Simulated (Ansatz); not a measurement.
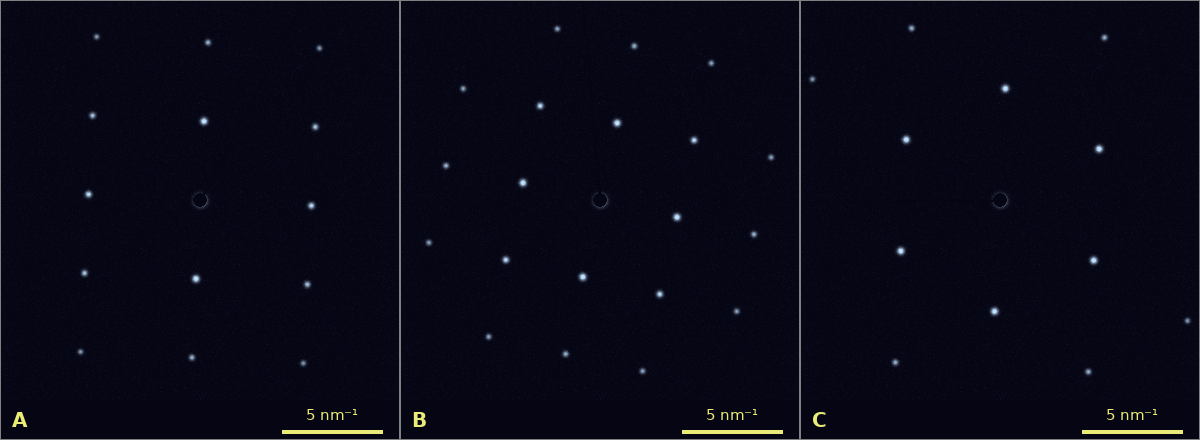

Computed electron diffraction patterns, 120 kV, single scattering only, B = 0.5 Å².

All three come from Rh, space group Pm-3m (No. 221), a = 2.54 Å. Structure: coordinates from a relaxation with DFT, PBE, plane waves (420 eV) with PAW, scalar-relativistic in Ansatz 0.2.0; the starting structure was generated, so it need not be a known form of this composition.

> Assign the zone axes [001], [110], [111] to A, B and C.

A is [110]: rectangular net of 0 0 1 at d = 2.54 Å and 1 -1 0 at d = 1.79 Å, at 90.0°. B is [001]: square net of 1 0 0 at d = 2.54 Å and 0 1 0 at d = 2.54 Å, at 90.0°. C is [111]: hexagonal net of -1 1 0 at d = 1.79 Å and -1 0 1 at d = 1.79 Å, at 60.0°.
